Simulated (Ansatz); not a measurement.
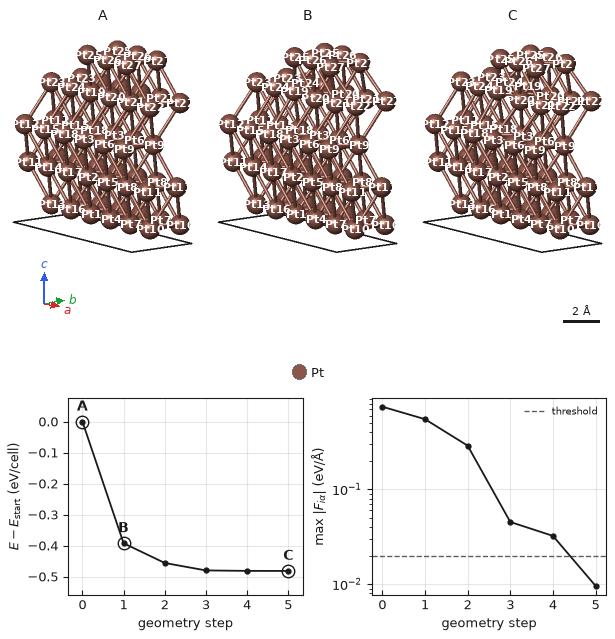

Frames of a constrained relaxation of a slab of composition Pt (cut from the Fm-3m phase), marked on the history of the run. The picture is a ball-and-stick view of the 1 × 2 repeat of the cell, outlined in the plane, without the vacuum (origin shifted), seen slightly off an axis.

Case: stripe over 3 of 6 cells, two steps. 12 atoms are held fixed.

Computed with DFT PBE, scalar-relativistic, plane waves, PAW in Ansatz 0.2.0.

Input
```yaml
crystal:
  lattice:
    - [16.8437670129, 0.0, 0.0]
    - [-1.4036472511, 2.4311883548, 0.0]
    - [0.0, 0.0, 21.1685854506]
  atoms:
    - { symbol: Pt, position: [0.0, 0.0, 0.0708597182] }
    - { symbol: Pt, position: [0.0555555556, 0.6666666667, 0.1791402818] }
    - { symbol: Pt, position: [0.1111111111, 0.3333333333, 0.2874208454] }
    - { symbol: Pt, position: [0.1666666667, 1.0, 0.0708597182] }
    - { symbol: Pt, position: [0.2222222222, 0.6666666667, 0.1791402818] }
    - { symbol: Pt, position: [0.2777777778, 0.3333333333, 0.2874208454] }
    - { symbol: Pt, position: [0.3333333333, 1.0, 0.0708597182] }
    - { symbol: Pt, position: [0.3888888889, 0.6666666667, 0.1791402818] }
    - { symbol: Pt, position: [0.4444444444, 0.3333333333, 0.2874208454] }
    - { symbol: Pt, position: [0.5, 0.0, 0.0708597182] }
    - { symbol: Pt, position: [0.5555555556, 0.6666666667, 0.1791402818] }
    - { symbol: Pt, position: [0.6111111111, 0.3333333333, 0.2874208454] }
    - { symbol: Pt, position: [0.6666666667, 1.0, 0.0708597182] }
    - { symbol: Pt, position: [0.7222222222, 0.6666666667, 0.1791402818] }
    - { symbol: Pt, position: [0.7777777778, 0.3333333333, 0.2874208454] }
    - { symbol: Pt, position: [0.8333333333, 0.0, 0.0708597182] }
    - { symbol: Pt, position: [0.8888888889, 0.6666666667, 0.1791402818] }
    - { symbol: Pt, position: [0.9444444444, 0.3333333333, 0.2874208454] }
    - { symbol: Pt, position: [0.0, 0.0, 0.3957014089] }
    - { symbol: Pt, position: [0.1666666667, 0.0, 0.3957014089] }
    - { symbol: Pt, position: [0.3333333333, 0.0, 0.3957014089] }
    - { symbol: Pt, position: [0.5, 0.0, 0.3957014089] }
    - { symbol: Pt, position: [0.6666666667, 0.0, 0.3957014089] }
    - { symbol: Pt, position: [0.8333333333, 0.0, 0.3957014089] }
    - { symbol: Pt, position: [0.0555555556, 0.6666666667, 0.5039819725] }
    - { symbol: Pt, position: [0.2222222222, 0.6666666667, 0.5039819725] }
    - { symbol: Pt, position: [0.3888888889, 0.6666666667, 0.5039819725] }
basis:
  ecutwfc: 420
kpoints:
  mp_grid: { grid: [2, 12, 1] }
hamiltonian:
  xc: pbe
scf:
  occupations: { method: gaussian, width: 0.1 }
output:
  forces: true
  eigenvalues: true
  populations: true
  write_density: true
  write_potential: true
  elf: true
  volumetric_format: npy
relax:
  adjacent_minimum: "off"
  f_tol: 0.02
  max_steps: 45
  constraints: [{ sites: [0, 1, 3, 4, 6, 7, 9, 10, 12, 13, 15, 16] }]
efield:
  axis: 3
  dipole_correction: true
  ramp_width: 0.04
```

Command:
```bash
ansatz run input.yaml --threads 4 --pin off --max-ram 11264MiB --backend cpu --events-out ev --progress --plain --runs-dir out
```

Question: What happens along the run?

Answer: The energy falls by 0.482 eV per cell of the calculation in 5 geometry steps. The largest force component goes from 0.75 to 0.0096 eV/Å. The largest move is that of Pt25, 0.30 Å at 43° to the normal (−c side). The cell doesn't change. Some distances before and after: Pt19–Pt20 2.807 → 3.008 Å, Pt3–Pt19 2.807 → 3.003 Å, Pt20–Pt25 2.807 → 2.647 Å, Pt22–Pt27 2.807 → 2.673 Å. Cost: 14 min on 4 threads of Arm Neoverse V1, on a shared host, peak memory 5.3 GiB. From step 0 to 1: Pt25 moves most (0.19 Å), energy −0.392 eV per cell of the calculation. From step 1 to 5: Pt19 moves most (0.12 Å), energy −89.3 meV per cell of the calculation.
